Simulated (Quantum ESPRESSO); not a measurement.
System: Pd, space group Fm-3m (No. 225).

Input of the run:
```
&CONTROL
  calculation = 'scf'
  prefix = 'pwscf'
  outdir = './tmp'
  pseudo_dir = './pseudo'
  tprnfor = .true.
  tstress = .true.
  disk_io = 'nowf'
/
&SYSTEM
  ibrav = 0
  nat = 1
  ntyp = 1
  ecutwfc = 60
  nbnd = 15
  occupations = 'smearing'
  smearing = 'fd'
  degauss = 0.00367493
/
&ELECTRONS
  conv_thr = 2d-10
  electron_maxstep = 120
  mixing_beta = 0.5
/
ATOMIC_SPECIES
Pd   106.4200 Pd_ONCV_PBE-1.0.oncvpsp.upf
CELL_PARAMETERS angstrom
   0.0000000000    1.9465000000    1.9465000000
   1.9465000000    0.0000000000    1.9465000000
   1.9465000000    1.9465000000    0.0000000000
ATOMIC_POSITIONS crystal
Pd     0.0000000000    0.0000000000    0.0000000000
K_POINTS automatic
12 12 12 0 0 0
```

Launched with:
```bash
OMP_NUM_THREADS=1 pw.x -in pw.in > pw.out
```

Computed with Quantum ESPRESSO 7.5: plane-wave DFT, no spin polarisation; energies at scaled volumes of the given cell, shape and fractions fixed, counted from the fit's minimum, third-order Birch-Murnaghan fit. Level: PBE.

k mesh 12×12×12; occupations Fermi–Dirac; smearing width 0.05 eV; potentials SSSP 1.3 efficiency PBE; wave cutoff 816.3 eV; density cutoff 3265 eV.

Predict the energy and pressure against volume. The volume takes the values 13.865, 14.160, 14.455, 14.750, 15.045, 15.340, 15.635 Å³/atom.

A third-order Birch–Murnaghan fit gives V0 = 15.31 Å³/atom, B0 = 169 GPa and B′ = 5.4. The energy is 88.63 meV/atom at volume 13.865 Å³/atom and 3.51 meV/atom at 15.635 Å³/atom; the lowest computed point is at volume 15.340 Å³/atom (0.03 meV/atom). The pressure falls from 21.71 GPa at volume 13.865 Å³/atom to −3.53 GPa at 15.635 Å³/atom, and changes sign near 15.30 Å³/atom.

```json
{"volume (Å³/atom)": "13.865", "energy (meV/atom)": "88.63", "pressure (GPa)": "21.71"}
{"volume (Å³/atom)": "14.160", "energy (meV/atom)": "53.63", "pressure (GPa)": "16.08"}
{"volume (Å³/atom)": "14.455", "energy (meV/atom)": "28.33", "pressure (GPa)": "11.13"}
{"volume (Å³/atom)": "14.750", "energy (meV/atom)": "11.61", "pressure (GPa)": "6.76"}
{"volume (Å³/atom)": "15.045", "energy (meV/atom)": "2.48", "pressure (GPa)": "2.90"}
{"volume (Å³/atom)": "15.340", "energy (meV/atom)": "0.03", "pressure (GPa)": "-0.51"}
{"volume (Å³/atom)": "15.635", "energy (meV/atom)": "3.51", "pressure (GPa)": "-3.53"}
```

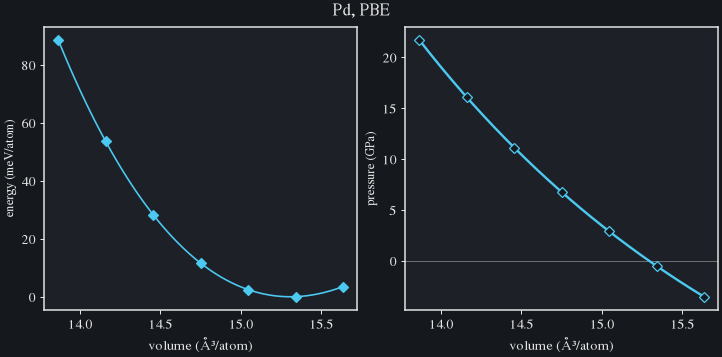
